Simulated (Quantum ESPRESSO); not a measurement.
## BN: single-point calculation (part 1 of 2)

System: BN (F-43m, 2 atoms in the cell).
Method: Kohn-Sham DFT of a periodic cell, PBEsol, PseudoDojo 0.4.1 SR PBEsol standard, no spin polarisation (Quantum ESPRESSO 7.5).

The structure derives from a Materials Project entry. The volume is scaled by 1.04.

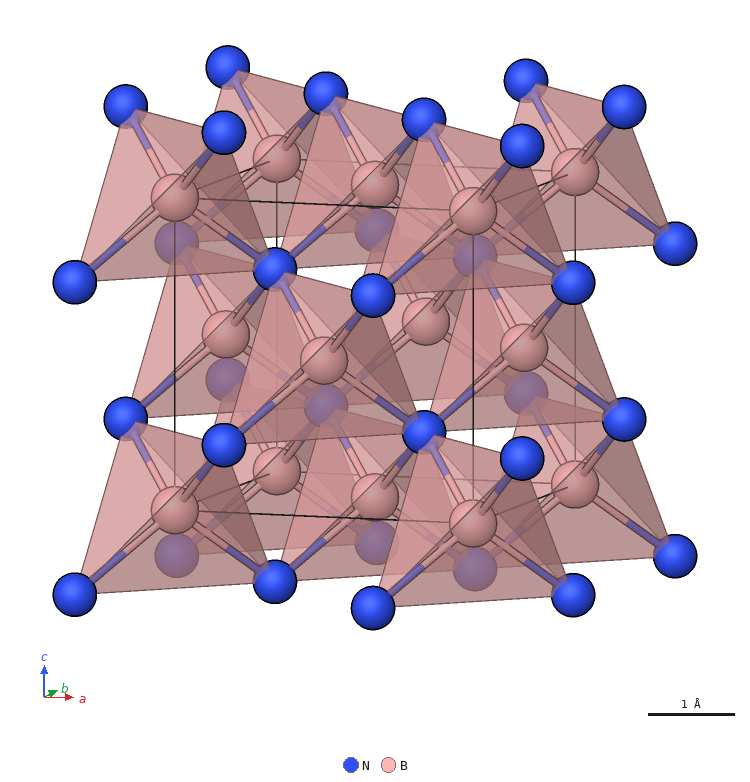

Fig. 1: The input geometry (polyhedral view of the cell 4 times as large as that of the calculation, set on its symmetry axes, seen slightly off an axis; polyhedra are completed across the faces of the cell). An atom can appear more than once, as a periodic image.

The input
```
&CONTROL
  calculation = 'scf'
  prefix = 'pwscf'
  outdir = './tmp'
  pseudo_dir = './pseudo'
  tprnfor = .true.
  tstress = .true.
  disk_io = 'nowf'
/
&SYSTEM
  ibrav = 0
  nat = 2
  ntyp = 2
  ecutwfc = 84
  nbnd = 9
  occupations = 'smearing'
  smearing = 'fd'
  degauss = 0.00367493
/
&ELECTRONS
  conv_thr = 4d-10
  electron_maxstep = 120
  mixing_beta = 0.5
/
ATOMIC_SPECIES
N     14.0070 N.upf
B     10.8100 B.upf
CELL_PARAMETERS angstrom
   0.0000000000    1.8368590123    1.8368590123
   1.8368590123    0.0000000000    1.8368590123
   1.8368590123    1.8368590123    0.0000000000
ATOMIC_POSITIONS crystal
N      0.2500000000    0.2500000000    0.2500000000
B      0.0000000000    0.0000000000    0.0000000000
K_POINTS automatic
13 13 13 0 0 0
```

Launched with:
```bash
OMP_NUM_THREADS=1 pw.x -in pw.in > pw.out
```

The program's output
```
This program is part of the open-source Quantum ESPRESSO suite
     for quantum simulation of materials; please cite
         "P. Giannozzi et al., J. Phys.:Condens. Matter 21 395502 (2009);
         "P. Giannozzi et al., J. Phys.:Condens. Matter 29 465901 (2017);
         "P. Giannozzi et al., J. Chem. Phys. 152 154105 (2020);
          URL
     in publications or presentations arising from this work. More details at

     Message from routine setup:
     using ibrav=0 with symmetry is DISCOURAGED, use correct ibrav instead

     G-vector sticks info
     --------------------
     sticks:   dense  smooth     PW     G-vecs:    dense   smooth      PW
     Sum         559     559    169                 8657     8657    1471

     Using Slab Decomposition

     bravais-lattice index     =            0
     lattice parameter (alat)  =       4.9090  a.u.
     unit-cell volume          =      83.6477 (a.u.)^3
     number of atoms/cell      =            2
     number of atomic types    =            2
     number of electrons       =         8.00
     number of Kohn-Sham states=            9
     kinetic-energy cutoff     =      84.0000  Ry
     charge density cutoff     =     336.0000  Ry
     scf convergence threshold =      4.0E-10
     mixing beta               =       0.5000
     number of iterations used =            8  plain     mixing
     Exchange-correlation= PBESOL
                           (   1   4  10   8   0   0   0)

     celldm(1)=   4.908962  celldm(2)=   0.000000  celldm(3)=   0.000000
     celldm(4)=   0.000000  celldm(5)=   0.000000  celldm(6)=   0.000000

     crystal axes: (cart. coord. in units of alat)
               a(1) = (   0.000000   0.707107   0.707107 )
               a(2) = (   0.707107   0.000000   0.707107 )
               a(3) = (   0.707107   0.707107   0.000000 )

     reciprocal axes: (cart. coord. in units 2 pi/alat)
               b(1) = ( -0.707107  0.707107  0.707107 )
               b(2) = (  0.707107 -0.707107  0.707107 )
               b(3) = (  0.707107  0.707107 -0.707107 )

     PseudoPot. # 1 for N  read from file:
     N.upf
     Pseudo is Norm-conserving + core correction, Zval =  5.0
     Generated using ONCVPSP code by D. R. Hamann
     Using radial grid of 1058 points,  4 beta functions with:
                l(1) =   0
                l(2) =   0
                l(3) =   1
                l(4) =   1

     PseudoPot. # 2 for B  read from file:
     B.upf
     Pseudo is Norm-conserving + core correction, Zval =  3.0
     Generated using ONCVPSP code by D. R. Hamann
     Using radial grid of 1534 points,  4 beta functions with:
                l(1) =   0
                l(2) =   0
                l(3) =   1
                l(4) =   1

     atomic species   valence    mass     pseudopotential
     N                 5.00    14.00700     N ( 1.00)
     B                 3.00    10.81000     B ( 1.00)

     24 Sym. Ops. (no inversion) found

   Cartesian axes

     site n.     atom                  positions (alat units)
         1        N      tau(   1) = (   0.3535534   0.3535534   0.3535534  )
         2        B      tau(   2) = (   0.0000000   0.0000000   0.0000000  )

     number of k points=    84  Fermi-Dirac smearing, width (Ry)=  0.0037
                       cart. coord. in units 2pi/alat
        k(    1) = (   0.0000000   0.0000000   0.0000000), wk =   0.0009103
        k(    2) = (   0.0543928   0.0543928  -0.0543928), wk =   0.0072827
        k(    3) = (   0.1087857   0.1087857  -0.1087857), wk =   0.0072827
        k(    4) = (   0.1631785   0.1631785  -0.1631785), wk =   0.0072827
        k(    5) = (   0.2175713   0.2175713  -0.2175713), wk =   0.0072827
        k(    6) = (   0.2719641   0.2719641  -0.2719641), wk =   0.0072827
        k(    7) = (   0.3263570   0.3263570  -0.3263570), wk =   0.0072827
        k(    8) = (   0.1087857  -0.0000000   0.0000000), wk =   0.0054620
        k(    9) = (   0.1631785   0.0543928  -0.0543928), wk =   0.0218480
        k(   10) = (   0.2175713   0.1087857  -0.1087857), wk =   0.0218480
        k(   11) = (   0.2719641   0.1631785  -0.1631785), wk =   0.0218480
        k(   12) = (   0.3263570   0.2175713  -0.2175713), wk =   0.0218480
        k(   13) = (   0.3807498   0.2719641  -0.2719641), wk =   0.0218480
        k(   14) = (  -0.2719641  -0.3807498   0.3807498), wk =   0.0218480
        k(   15) = (  -0.2175713  -0.3263570   0.3263570), wk =   0.0218480
        k(   16) = (  -0.1631785  -0.2719641   0.2719641), wk =   0.0218480
        k(   17) = (  -0.1087857  -0.2175713   0.2175713), wk =   0.0218480
        k(   18) = (  -0.0543928  -0.1631785   0.1631785), wk =   0.0218480
        k(   19) = (   0.0000000  -0.1087857   0.1087857), wk =   0.0109240
        k(   20) = (   0.2175713  -0.0000000   0.0000000), wk =   0.0054620
        k(   21) = (   0.2719641   0.0543928  -0.0543928), wk =   0.0218480
        k(   22) = (   0.3263570   0.1087857  -0.1087857), wk =   0.0218480
        k(   23) = (   0.3807498   0.1631785  -0.1631785), wk =   0.0218480
        k(   24) = (   0.4351426   0.2175713  -0.2175713), wk =   0.0218480
        k(   25) = (  -0.2175713  -0.4351426   0.4351426), wk =   0.0218480
        k(   26) = (  -0.1631785  -0.3807498   0.3807498), wk =   0.0218480
        k(   27) = (  -0.1087857  -0.3263570   0.3263570), wk =   0.0218480
        k(   28) = (  -0.0543928  -0.2719641   0.2719641), wk =   0.0218480
        k(   29) = (   0.0000000  -0.2175713   0.2175713), wk =   0.0109240
        k(   30) = (   0.3263570  -0.0000000   0.0000000), wk =   0.0054620
        k(   31) = (   0.3807498   0.0543928  -0.0543928), wk =   0.0218480
        k(   32) = (   0.4351426   0.1087857  -0.1087857), wk =   0.0218480
        k(   33) = (   0.4895355   0.1631785  -0.1631785), wk =   0.0218480
        k(   34) = (  -0.1631785  -0.4895355   0.4895355), wk =   0.0218480
        k(   35) = (  -0.1087857  -0.4351426   0.4351426), wk =   0.0218480
        k(   36) = (  -0.0543928  -0.3807498   0.3807498), wk =   0.0218480
        k(   37) = (   0.0000000  -0.3263570   0.3263570), wk =   0.0109240
        k(   38) = (   0.4351426  -0.0000000   0.0000000), wk =   0.0054620
        k(   39) = (   0.4895355   0.0543928  -0.0543928), wk =   0.0218480
        k(   40) = (   0.5439283   0.1087857  -0.1087857), wk =   0.0218480
        k(   41) = (  -0.1087857  -0.5439283   0.5439283), wk =   0.0218480
        k(   42) = (  -0.0543928  -0.4895355   0.4895355), wk =   0.0218480
        k(   43) = (   0.0000000  -0.4351426   0.4351426), wk =   0.0109240
        k(   44) = (   0.5439283  -0.0000000   0.0000000), wk =   0.0054620
        k(   45) = (   0.5983211   0.0543928  -0.0543928), wk =   0.0218480
        k(   46) = (  -0.0543928  -0.5983211   0.5983211), wk =   0.0218480
        k(   47) = (   0.0000000  -0.5439283   0.5439283), wk =   0.0109240
        k(   48) = (   0.6527140  -0.0000000   0.0000000), wk =   0.0054620
        k(   49) = (   0.0000000  -0.6527140   0.6527140), wk =   0.0109240
        k(   50) = (   0.2175713   0.1087857   0.0000000), wk =   0.0218480
        k(   51) = (   0.2719641   0.1631785  -0.0543928), wk =   0.0436959
        k(   52) = (   0.3263570   0.2175713  -0.1087857), wk =   0.0436959
        k(   53) = (   0.3807498   0.2719641  -0.1631785), wk =   0.0436959
        k(   54) = (  -0.2719641  -0.3807498   0.4895355), wk =   0.0436959
        k(   55) = (   0.3263570   0.1087857   0.0000000), wk =   0.0218480
        k(   56) = (   0.3807498   0.1631785  -0.0543928), wk =   0.0436959
        k(   57) = (   0.4351426   0.2175713  -0.1087857), wk =   0.0436959
        k(   58) = (  -0.2175713  -0.4351426   0.5439283), wk =   0.0436959
        k(   59) = (  -0.1631785  -0.3807498   0.4895355), wk =   0.0436959
        k(   60) = (  -0.1087857  -0.3263570   0.4351426), wk =   0.0436959
        k(   61) = (  -0.0543928  -0.2719641   0.3807498), wk =   0.0436959
        k(   62) = (   0.0000000  -0.2175713   0.3263570), wk =   0.0218480
        k(   63) = (   0.4351426   0.1087857   0.0000000), wk =   0.0218480
        k(   64) = (   0.4895355   0.1631785  -0.0543928), wk =   0.0436959
        k(   65) = (  -0.1631785  -0.4895355   0.5983211), wk =   0.0436959
        k(   66) = (  -0.1087857  -0.4351426   0.5439283), wk =   0.0436959
        k(   67) = (  -0.0543928  -0.3807498   0.4895355), wk =   0.0436959
        k(   68) = (   0.0000000  -0.3263570   0.4351426), wk =   0.0218480
        k(   69) = (   0.5439283   0.1087857   0.0000000), wk =   0.0218480
        k(   70) = (  -0.1087857  -0.5439283   0.6527140), wk =   0.0436959
        k(   71) = (  -0.0543928  -0.4895355   0.5983211), wk =   0.0436959
        k(   72) = (   0.0000000  -0.4351426   0.5439283), wk =   0.0218480
        k(   73) = (  -0.0543928  -0.5983211   0.7071068), wk =   0.0218480
        k(   74) = (   0.0000000  -0.5439283   0.6527140), wk =   0.0218480
        k(   75) = (   0.4351426   0.2175713   0.0000000), wk =   0.0218480
        k(   76) = (  -0.2175713  -0.4351426   0.6527140), wk =   0.0436959
        k(   77) = (  -0.1631785  -0.3807498   0.5983211), wk =   0.0436959
        k(   78) = (  -0.1631785  -0.4895355   0.7071068), wk =   0.0218480
        k(   79) = (  -0.1087857  -0.4351426   0.6527140), wk =   0.0436959
        k(   80) = (  -0.0543928  -0.3807498   0.5983211), wk =   0.0436959
        k(   81) = (   0.0000000  -0.3263570   0.5439283), wk =   0.0218480
        k(   82) = (  -0.0543928  -0.4895355   0.7071068), wk =   0.0218480
        k(   83) = (   0.0000000  -0.4351426   0.6527140), wk =   0.0218480
        k(   84) = (  -0.0543928  -0.3807498   0.7071068), wk =   0.0218480

     Dense  grid:     8657 G-vectors     FFT dimensions: (  30,  30,  30)

     Initial potential from superposition of free atoms

     starting charge       7.9997, renormalised to       8.0000
     Starting wfcs are    8 randomized atomic wfcs +    1 random wfcs

     Self-consistent Calculation

     iteration #  1     ecut=    84.00 Ry     beta= 0.50
     Davidson diagonalization with overlap
     ethr =  1.00E-02,  avg # of iterations =  5.2

     total energy              =     -26.70369076 Ry
     estimated scf accuracy    <       0.19678107 Ry

     iteration #  2     ecut=    84.00 Ry     beta= 0.50
     Davidson diagonalization with overlap
     ethr =  2.46E-03,  avg # of iterations =  1.1

     total energy              =     -26.73944504 Ry
     estimated scf accuracy    <       0.02114933 Ry

     iteration #  3     ecut=    84.00 Ry     beta= 0.50
     Davidson diagonalization with overlap
     ethr =  2.64E-04,  avg # of iterations =  1.1

     total energy              =     -26.74125663 Ry
     estimated scf accuracy    <       0.00301139 Ry

     iteration #  4     ecut=    84.00 Ry     beta= 0.50
     Davidson diagonalization with overlap
     ethr =  3.76E-05,  avg # of iterations =  1.4

     total energy              =     -26.74139626 Ry
     estimated scf accuracy    <       0.00004325 Ry

     iteration #  5     ecut=    84.00 Ry     beta= 0.50
     Davidson diagonalization with overlap
     ethr =  5.41E-07,  avg # of iterations =  2.9

     total energy              =     -26.74140557 Ry
     estimated scf accuracy    <       0.00000439 Ry

     iteration #  6     ecut=    84.00 Ry     beta= 0.50
     Davidson diagonalization with overlap
     ethr =  5.49E-08,  avg # of iterations =  1.1

     total energy              =     -26.74140635 Ry
     estimated scf accuracy    <       0.00000001 Ry

     iteration #  7     ecut=    84.00 Ry     beta= 0.50
     Davidson diagonalization with overlap
     ethr =  1.70E-10,  avg # of iterations =  3.3

     total energy              =     -26.74140636 Ry
     estimated scf accuracy    <          9.6E-09 Ry

     iteration #  8     ecut=    84.00 Ry     beta= 0.50
     Davidson diagonalization with overlap
     ethr =  1.20E-10,  avg # of iterations =  1.0

     End of self-consistent calculation

          k = 0.0000 0.0000 0.0000 (  1067 PWs)   bands (ev):

    -9.3342  10.3684  10.3684  10.3684  18.9626  18.9626  18.9626  19.8759
    33.9744

          k = 0.0544 0.0544-0.0544 (  1085 PWs)   bands (ev):

    -9.1949   9.6017  10.2203  10.2203  19.0564  19.1860  19.1860  20.4240
    33.8742

          k = 0.1088 0.1088-0.1088 (  1080 PWs)   bands (ev):

    -8.7815   7.7908   9.8489   9.8489  19.2296  19.7265  19.7265  21.6664
    33.5214

          k = 0.1632 0.1632-0.1632 (  1089 PWs)   bands (ev):

    -8.1101   5.6049   9.3984   9.3984  19.4367  20.2968  20.2968  22.9474
    33.0381

          k = 0.2176 0.2176-0.2176 (  1089 PWs)   bands (ev):

    -7.2212   3.4205   8.9871   8.9871  19.6403  20.6594  20.6594  23.9512
    32.7260

          k = 0.2720 0.2720-0.2720 (  1089 PWs)   bands (ev):

    -6.2204   1.4975   8.6849   8.6849  19.7977  20.7842  20.7842  24.6012
    32.7103

          k = 0.3264 0.3264-0.3264 (  1086 PWs)   bands (ev):

    -5.4165   0.2174   8.5267   8.5267  19.8815  20.7937  20.7937  24.9131
    32.8548

          k = 0.1088-0.0000 0.0000 (  1086 PWs)   bands (ev):

    -9.1486   9.8578   9.9177   9.9177  18.6261  19.5617  19.5617  20.4637
    32.9150

          k = 0.1632 0.0544-0.0544 (  1080 PWs)   bands (ev):

    -8.8266   8.3980   9.4443   9.8189  18.6307  19.9787  20.2261  21.3771
    31.4251

          k = 0.2176 0.1088-0.1088 (  1085 PWs)   bands (ev):

    -8.2410   6.3541   8.9552   9.4750  18.9931  20.2980  20.8922  22.5310
    30.7018

          k = 0.2720 0.1632-0.1632 (  1090 PWs)   bands (ev):

    -7.4221   4.1892   8.5593   9.0122  19.3945  20.5816  21.3104  23.4944
    30.8753
```
